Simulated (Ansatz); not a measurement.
**Run report: Ta$_{3}$N$_{4}$, single-point calculation**

System: Ta$_{3}$N$_{4}$ (P-43m, 7 atoms in the cell).
Method: DFT PBE, scalar-relativistic, plane waves, PAW, spin-polarised (Ansatz 0.2.0).

The structure was made by a generator, so it may or may not be a known phase.

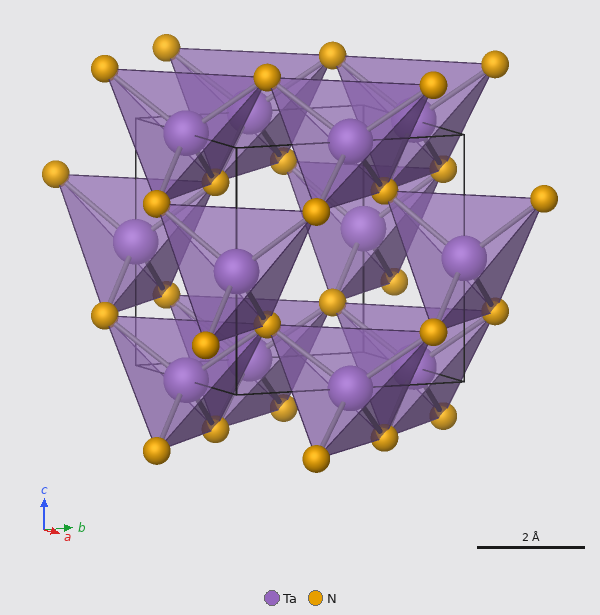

Fig. 1: The input geometry (polyhedral view of the cell of the calculation, seen slightly off an axis; polyhedra are completed across the faces of the cell).

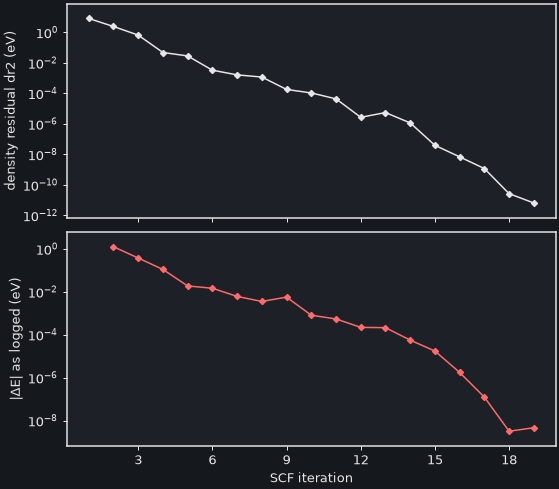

Fig. 2: Convergence of the self-consistent field: density residual dr2 and size of the energy change against the SCF iteration. The residual comes down, with one marked jump up, by a factor of about 2, at step 13.

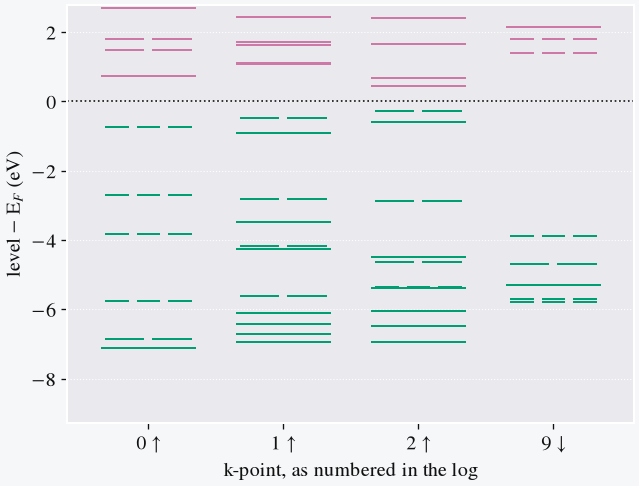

Fig. 3: Kohn–Sham levels near the Fermi level (dotted) at the few k-points that the log prints; levels within 0.02 eV of each other stand side by side. The system is metallic on the full mesh.

The input that produced these results follows, with the program's output.

**Input file**
```yaml
crystal:
  lattice:
    - [4.6853853205, 0.0, 0.0]
    - [0.0, 4.6853853205, 0.0]
    - [0.0, 0.0, 4.6853853205]
  atoms:
    - { symbol: Ta, position: [0.0, 0.0, 0.5], spin: 1.0 }
    - { symbol: Ta, position: [0.5, 0.0, 0.0], spin: 1.0 }
    - { symbol: Ta, position: [0.0, 0.5, 0.0], spin: 1.0 }
    - { symbol: "N", position: [0.757139405, 0.242860595, 0.242860595] }
    - { symbol: "N", position: [0.242860595, 0.757139405, 0.242860595] }
    - { symbol: "N", position: [0.242860595, 0.242860595, 0.757139405] }
    - { symbol: "N", position: [0.757139405, 0.757139405, 0.757139405] }
basis:
  ecutwfc: 420
kpoints:
  mp_grid: { grid: [4, 4, 4] }
hamiltonian:
  xc: pbe
scf:
  occupations: { method: gaussian, width: 0.1 }
  lower_state_search: "off"
output:
  forces: true
  stress: true
  eigenvalues: true
  populations: true
magnetization:
  spin_polarized: true
```

Launch command:
```bash
ansatz run input.yaml --threads 1 --pin off --max-ram 2048MiB --backend cpu --events-out ev --progress --plain --runs-dir out
```

**Output**
```
Engine: ansatz 0.2.0, x86_64-unknown-linux-gnu
Pseudopotentials: kind: paw
Pseudopotential: Ta, paw, valence charge 13, recommended cutoff 420 eV (normal), Ta.paw.azcp
Pseudopotential: N, paw, valence charge 5, recommended cutoff 420 eV (normal), N.paw.azcp
Functional definition: PBE
  parameter kappa = 0.804
  parameter beta = 0.06672455060314922
  exchange = pbe_x(kappa = kappa, mu = beta*pi^2/3)
  correlation = pbe_c(beta = beta)
Crystal: 7 atoms, lattice volume = 102.857 Å³
Basis set: ecut = 420 eV, 2007 PW (Γ), exchange–correlation on 64×64×64 points (8 copies of the dense FFT grid, shifted against one another)
Bands: 38, of which v1, the nominal top of the filled ones, is band 30 counted from 1 (29 counted from 0)
Symmetry: 24 space group operations
Space group: P-43m (ITA 215), of the structure as read, at distance tolerance 4.7e-5 Å
Magnetic group: BNS 215.70 (UNI 1572), of the structure as read, at distance tolerance 4.7e-5 Å
k-points: 10 of 64 (time reversal used)
Non-local potential: Ta, projectors of the file, l = 0: 3, l = 1: 2, l = 2: 2, l = 3: 1
Non-local potential: N, projectors of the file, l = 0: 2, l = 1: 2, l = 2: 1
PAW form: soft (Blöchl's): semilocal exchange-correlation on the pseudo side does not see the compensation charge
PAW one-centre angular grid: Ta, 590 points (default); XC on 64 Gauss nodes
PAW one-centre angular grid: N, 110 points (default); XC on 64 Gauss nodes
Initial density: superposition of atomic densities (chi_scale 0.1, normalization cell, long waves kept (reshape's long-wave potential 0.01 eV rms))
Starting moments: Σ|m| = 3 μB on 3 of 7 sites
Initial wavefunctions: pseudopotential atomic-orbital guess
Functional: x = pbe(κ = 0.804, μ = 0.2195149727645171), c = pbe(β = 0.06672455060314922)
SCF iter   1: F=—  HF=-31338.770083 eV  |F-HF|=—  |Δ(HF+E_count)|=         —  Δρ=4.99e-2 (↑4.74e-2 ↓4.99e-2)  dr2=8.20e0  dr2_m=6.56e-1  M=1.344 μB ∫|m|=1.407 μB  β_m=0.30  ethr=3.10e-3  ⟨swp⟩=5.6  Hψ=3072  notcnv=0
preconditioner: auto → Kerker (q_TF=auto, 2.487 Å⁻¹)  [metal: Δε(μ)=0.035 eV  Ē_g=9.435 eV  σ=0.100 eV  W_gap=0.19  n_scr=26 (ndim 8)  ℏωp=21.7 eV  f_vac=0.004  D(μ)=5.18/eV (n_scr^D=56)]
spin=Collinear: Kerker preconditioning applied to the charge; magnetization (m = ρ↑ − ρ↓) channel mixes plain (no charge-response kernel on spin).
SCF iter   2: F=—  HF=-31337.496675 eV  |F-HF|=—  |Δ(HF+E_count)|=    1.27e0  Δρ=3.26e-2 (↑2.71e-2 ↓3.26e-2)  dr2=2.45e0  dr2_m=3.38e-1  M=1.282 μB ∫|m|=1.337 μB  β_m=0.30  ethr=3.10e-3  ⟨swp⟩=2.1  Hψ=1351  notcnv=0  defer=40
SCF iter   3: F=—  HF=-31337.117322 eV  |F-HF|=—  |Δ(HF+E_count)|=   3.79e-1  Δρ=2.23e-2 (↑1.55e-2 ↓2.23e-2)  dr2=6.67e-1  dr2_m=1.79e-1  M=1.209 μB ∫|m|=1.259 μB  β_m=0.30  ethr=3.10e-3  ⟨swp⟩=2.0  Hψ=1187  notcnv=0  defer=40
SCF iter   4: F=—  HF=-31337.005965 eV  |F-HF|=—  |Δ(HF+E_count)|=   1.11e-1  Δρ=1.14e-2 (↑1.14e-2 ↓1.04e-2)  dr2=4.83e-2  dr2_m=1.02e-1  M=1.112 μB ∫|m|=1.158 μB  β_m=0.30  ethr=1.13e-3  ⟨swp⟩=2.6  Hψ=1224  notcnv=0  defer=44
SCF iter   5: F=—  HF=-31337.024852 eV  |F-HF|=—  |Δ(HF+E_count)|=   1.89e-2  Δρ=8.45e-3 (↑8.45e-3 ↓7.70e-3)  dr2=2.88e-2  dr2_m=5.49e-2  M=1.072 μB ∫|m|=1.111 μB  β_m=0.30  ethr=8.19e-5  ⟨swp⟩=1.4  Hψ=887  notcnv=0  defer=44
SCF iter   6: F=—  HF=-31337.039613 eV  |F-HF|=—  |Δ(HF+E_count)|=   1.48e-2  Δρ=5.82e-3 (↑5.63e-3 ↓5.82e-3)  dr2=3.34e-3  dr2_m=3.00e-2  M=1.032 μB ∫|m|=1.068 μB  β_m=0.30  ethr=4.89e-5  ⟨swp⟩=2.0  Hψ=967  notcnv=0  defer=44
SCF iter   7: F=—  HF=-31337.045774 eV  |F-HF|=—  |Δ(HF+E_count)|=   6.16e-3  Δρ=4.27e-3 (↑4.27e-3 ↓4.26e-3)  dr2=1.65e-3  dr2_m=1.67e-2  M=1.001 μB ∫|m|=1.033 μB  β_m=0.30  ethr=5.66e-6  ⟨swp⟩=2.0  Hψ=1009  notcnv=0  defer=44
Mixer restart at iter 7: flushing history
spin-set hold released at iteration 7 (site moments contracting): the magnetisation degrees of freedom join the quasi-Newton model from the next iteration; the mixer history was flushed
SCF iter   8: F=—  HF=-31337.049350 eV  |F-HF|=—  |Δ(HF+E_count)|=   3.58e-3  Δρ=3.20e-3 (↑3.20e-3 ↓3.20e-3)  dr2=1.19e-3  dr2_m=9.36e-3  M=0.975 μB ∫|m|=1.003 μB  β_m=0.65  ethr=2.80e-6  ⟨swp⟩=1.5  Hψ=793  notcnv=0  defer=44
SCF iter   9: F=—  HF=-31337.055052 eV  |F-HF|=—  |Δ(HF+E_count)|=   5.70e-3  Δρ=4.93e-4 (↑4.93e-4 ↓4.77e-4)  dr2=1.83e-4  dr2_m=2.00e-4  M=0.861 μB ∫|m|=0.877 μB  β_m=0.82  ethr=2.01e-6  ⟨swp⟩=2.0  Hψ=1073  notcnv=0  defer=44
SCF iter  10: F=—  HF=-31337.055869 eV  |F-HF|=—  |Δ(HF+E_count)|=   8.17e-4  Δρ=3.68e-4 (↑2.70e-4 ↓3.68e-4)  dr2=1.08e-4  dr2_m=8.43e-5  M=0.799 μB ∫|m|=0.811 μB  β_m=0.91  ethr=3.10e-7  ⟨swp⟩=2.3  Hψ=1332  notcnv=0  defer=44
SCF iter  11: F=—  HF=-31337.056418 eV  |F-HF|=—  |Δ(HF+E_count)|=   5.49e-4  Δρ=2.28e-4 (↑2.28e-4 ↓2.12e-4)  dr2=4.41e-5  dr2_m=3.62e-5  M=0.727 μB ∫|m|=0.736 μB  β_m=0.95  ethr=1.83e-7  ⟨swp⟩=2.9  Hψ=1457  notcnv=0  defer=44
SCF iter  12: F=—  HF=-31337.056640 eV  |F-HF|=—  |Δ(HF+E_count)|=   2.22e-4  Δρ=1.49e-4 (↑1.49e-4 ↓1.38e-4)  dr2=2.73e-6  dr2_m=1.89e-5  M=0.673 μB ∫|m|=0.681 μB  β_m=0.97  ethr=7.47e-8  ⟨swp⟩=2.7  Hψ=1407  notcnv=0  defer=44
SCF iter  13: F=—  HF=-31337.056855 eV  |F-HF|=—  |Δ(HF+E_count)|=   2.15e-4  Δρ=8.03e-5 (↑8.03e-5 ↓6.89e-5)  dr2=5.58e-6  dr2_m=4.83e-6  M=0.594 μB ∫|m|=0.600 μB  β_m=0.99  ethr=4.63e-9  ⟨swp⟩=4.2  Hψ=1902  notcnv=0  defer=44
SCF iter  14: F=—  HF=-31337.056911 eV  |F-HF|=—  |Δ(HF+E_count)|=   5.65e-5  Δρ=3.70e-5 (↑3.70e-5 ↓3.11e-5)  dr2=1.17e-6  dr2_m=1.01e-6  M=0.547 μB ∫|m|=0.552 μB  β_m=0.99  ethr=4.63e-9  ⟨swp⟩=3.1  Hψ=1578  notcnv=0  defer=44
iter 15 did not close the SCF: its close was put off for a magnetic moment that had not settled (scf_convergence_deferred on its scf_iter line)
SCF iter  15: F=-31337.056929 eV  HF=-31337.056929 eV  |F-HF|=1.83e-7  |Δ(HF+E_count)|=   1.75e-5  Δρ=9.77e-6 (↑9.77e-6 ↓8.89e-6)  dr2=3.98e-8  dr2_m=7.62e-8  M=0.512 μB ∫|m|=0.516 μB  β_m=1.00  ethr=1.69e-10  ⟨swp⟩=10.7  Hψ=4317  notcnv=0
iter 16 did not close the SCF: its close was put off for a magnetic moment that had not settled (scf_convergence_deferred on its scf_iter line)
SCF iter  16: F=-31337.056931 eV  HF=-31337.056931 eV  |F-HF|=9.78e-9  |Δ(HF+E_count)|=   1.76e-6  Δρ=2.94e-6 (↑2.94e-6 ↓2.71e-6)  dr2=6.97e-9  dr2_m=6.73e-9  M=0.499 μB ∫|m|=0.504 μB  β_m=1.00  ethr=6.74e-11  ⟨swp⟩=3.5  Hψ=3537  notcnv=0
iter 17 did not close the SCF: its close was put off for a magnetic moment that had not settled (scf_convergence_deferred on its scf_iter line)
SCF iter  17: F=-31337.056931 eV  HF=-31337.056931 eV  |F-HF|=1.02e-10  |Δ(HF+E_count)|=   1.24e-7  Δρ=5.61e-7 (↑5.61e-7 ↓4.80e-7)  dr2=1.19e-9  dr2_m=1.38e-10  M=0.494 μB ∫|m|=0.499 μB  β_m=1.00  ethr=1.18e-11  ⟨swp⟩=2.0  Hψ=3068  notcnv=0
iter 18 did not close the SCF: its close was put off for a magnetic moment that had not settled (scf_convergence_deferred on its scf_iter line)
SCF iter  18: F=-31337.056931 eV  HF=-31337.056931 eV  |F-HF|=3.89e-10  |Δ(HF+E_count)|=   3.20e-9  Δρ=5.24e-7 (↑5.24e-7 ↓5.10e-7)  dr2=2.69e-11  dr2_m=2.44e-10  M=0.494 μB ∫|m|=0.498 μB  β_m=1.00  ethr=2.01e-12  ⟨swp⟩=1.1  Hψ=2278  notcnv=0
SCF iter  19: F=-31337.056931 eV  HF=-31337.056931 eV  |F-HF|=7.28e-12  |Δ(HF+E_count)|=   4.67e-9  Δρ=8.40e-8 (↑8.40e-8 ↓7.98e-8)  dr2=6.60e-12  dr2_m=4.90e-12  M=0.495 μB ∫|m|=0.499 μB  ethr=1.00e-12  ⟨swp⟩=1.0  Hψ=2440  notcnv=0
SCF 1 converged in 19 iterations: F = -31337.056931 eV  dr2 = 6.60e-12
  greatest PAW one-centre occupation: 1.000 electrons in one spin orbital (limit 2), on the Ta atom at site 2 (counted from 0), in its partial waves of l = 0
SCF converged after 19 iterations
Magnetization: 0.4946 μB (29.7473 up, 29.2527 down)
Absolute magnetization: 0.4994 μB (∫|ρ↑−ρ↓|, with the PAW one-centre terms)
Spin contamination: 0.0006 ħ² per cell (⟨S²⟩ above its minimum at these occupations)
Per-site moments (μB) at R_I (Å): [(0.04692159955904837, 0.8292325779408185), (0.04692159955904829, 0.8292325779408183), (0.046921599559048316, 0.8292325779408183), (0.007181656261206383, 0.8292325779408185), (0.007181656261206382, 0.8292325779408185), (0.007181656261206318, 0.8292325779408183), (0.007181656261206341, 0.8292325779408183)]
Free energy (F): -31337.056931 eV
Harris-Foulkes:  -31337.056931 eV  (|F-HF|=7.28e-12)
Internal energy: -31337.019125 eV  (E = F + TS)
E sigma→0 (E₀):  -31337.038028 eV
Entropy (-TS):   -0.037805 eV (-5.401 meV/atom)
Fermi energy:    12.450432 eV
--- Per-component energies (eV) ---
  E_band       = -562.793470
  E_kinetic    = 1611.710872
  E_local      = -3571.603841  (includes V_loc(G=0)·N_el)
  E_nonlocal   = 227.911062
  E_hartree    = 1248.386120
  E_xc         = -891.426899
  E_vxc        = -911.587504  (∫ρ·V_xc dr)
  E_paw        = -25699.299881  (= ΣΔE_a)
  E_vpaw       = -415.997118  (= ΣTr[D̂ρ^β])
  E_aug_tail   = 0.000858  (compensation charges beyond the density's cutoff)
  E_ewald      = -4262.697416
  E_smearing   = -0.037805  (= −TS)
  E_closure    = 0.000000  (closes the sum)
  Σ components = -31337.056931   (vs F -31337.056931, Δ=0.00e0)
--- Forces (eV/Å), atoms counted from 1 ---
  atom   1  Ta    -0.00000000     0.00000000     0.00000000
  atom   2  Ta     0.00000000     0.00000000    -0.00000000
  atom   3  Ta    -0.00000000    -0.00000000     0.00000000
  atom   4  N      0.00245359    -0.00245359    -0.00245359
  atom   5  N     -0.00245359     0.00245359    -0.00245359
  atom   6  N     -0.00245359    -0.00245359     0.00245359
  atom   7  N      0.00245359     0.00245359     0.00245359
  max |Σ_I F_I| component: 6.51e-17 eV/Å
--- Stress (GPa, compression-positive) ---
        0.216485      -0.000000      -0.000000
       -0.000000       0.216485       0.000000
       -0.000000       0.000000       0.216485
  P = ⅓ Tr σ = 0.2165 GPa (2.165 kbar)
--- Band table (eV; the first three rows and the last of 20) ---
  k-point 0 ↑: bands = ["-56.5547", "-56.5293", "-56.5293", "-23.3935", "-23.3935", "-23.3935", "-23.1011", "-23.1011", "-23.1011", "-23.0283", "-23.0283", "-23.0283", "-3.8810", "-2.2905", "-2.2905", "-2.2905", "5.3414", "5.6041", "5.6041", "6.6879", "6.6879", "6.6879", "8.6293", "8.6293", "8.6293", "9.7428", "9.7428", "9.7428", "11.6989", "11.6989", "11.6989", "13.1888", "13.9351", "13.9351", "14.2376", "14.2376", "15.1540", "15.6212"]
  k-point 1 ↑: bands = ["-56.5515", "-56.5325", "-56.5293", "-23.3699", "-23.3699", "-23.3463", "-23.1115", "-23.1115", "-23.1026", "-23.0823", "-23.0427", "-23.0427", "-3.6365", "-2.4794", "-2.2839", "-2.2839", "5.5156", "5.7493", "6.0243", "6.3411", "6.8351", "6.8351", "8.1931", "8.2911", "8.2911", "8.9746", "9.6206", "9.6206", "11.5365", "11.9653", "11.9653", "13.5307", "13.5543", "14.0720", "14.1667", "14.8858", "15.3660", "15.9052"]
  k-point 2 ↑: bands = ["-56.5462", "-56.5378", "-56.5293", "-23.3414", "-23.3414", "-23.2571", "-23.1784", "-23.1301", "-23.1301", "-23.1041", "-23.0540", "-23.0540", "-3.1962", "-2.8652", "-2.2774", "-2.2774", "5.5159", "5.9652", "6.3908", "7.0781", "7.1029", "7.1029", "7.1035", "7.8183", "7.8183", "7.9505", "9.5709", "9.5709", "11.8544", "12.1811", "12.1811", "12.9056", "13.1121", "14.1001", "14.8617", "15.3902", "16.2075", "16.5989"]
  k-point 9 ↓: bands = ["-56.4938", "-56.4938", "-56.4938", "-23.5066", "-23.2130", "-23.2130", "-23.2130", "-23.0585", "-23.0585", "-22.9258", "-22.9258", "-22.9258", "-2.7697", "-2.7697", "-2.7697", "-2.3519", "6.6673", "6.6673", "6.6673", "6.7389", "6.7389", "6.7389", "7.1521", "7.7562", "7.7562", "8.5685", "8.5685", "8.5685", "13.8467", "13.8467", "13.8467", "14.2408", "14.2408", "14.2408", "14.6033", "15.2893", "15.2893", "15.2893"]
--- Löwdin populations: 7 sites ---
  site symbol       q [e]    m [muB]
     0     Ta     11.9316     0.1416
     1     Ta     11.9316     0.1416
     2     Ta     11.9316     0.1416
     3      N      5.7092     0.0106
     4      N      5.7092     0.0106
     5      N      5.7092     0.0106
     6      N      5.7092     0.0106
  spilling = 0.006244 (of n_electrons = 59.000000)
```

**File populations.tsv**
```
# site	symbol	l	j	q_up	q_dn
# orbitals = lowdin
# n_electrons = 59.000000
# spilling = 0.006244
0	Ta	0_5S	-	0.981579	0.981481
0	Ta	0_6S	-	0.272497	0.266256
0	Ta	1_5P	-	2.985386	2.984905
0	Ta	2_5D	-	1.797134	1.662379
1	Ta	0_5S	-	0.981579	0.981481
1	Ta	0_6S	-	0.272497	0.266256
1	Ta	1_5P	-	2.985386	2.984905
1	Ta	2_5D	-	1.797134	1.662379
2	Ta	0_5S	-	0.981579	0.981481
2	Ta	0_6S	-	0.272497	0.266256
2	Ta	1_5P	-	2.985386	2.984905
2	Ta	2_5D	-	1.797134	1.662379
3	N	0_2S	-	0.781170	0.777717
3	N	1_2P	-	2.078749	2.071553
4	N	0_2S	-	0.781170	0.777717
4	N	1_2P	-	2.078749	2.071553
5	N	0_2S	-	0.781170	0.777717
5	N	1_2P	-	2.078749	2.071553
6	N	0_2S	-	0.781170	0.777717
6	N	1_2P	-	2.078749	2.071553
```

**Results in brief**

```tsv
quantity	value
outcome	converged
space group (tolerance 0.01 Å)	P-43m (215)
electrons treated	59
free energy	−31337.0569 eV
Fermi energy	12.450 eV
gap on the k-point mesh	none (metallic)
net moment of the cell	0.49 μB
integrated absolute moment	0.50 μB
pressure	0.22 GPa
largest force (length of the vector)	0.004 eV/Å
hardware	1 thread of Intel Xeon (Granite Rapids), 64 GiB of memory available, shared host
wall time	7.7 s
peak memory	0.4 GiB
```

Spin–orbit coupling is left out, which matters for Ta.
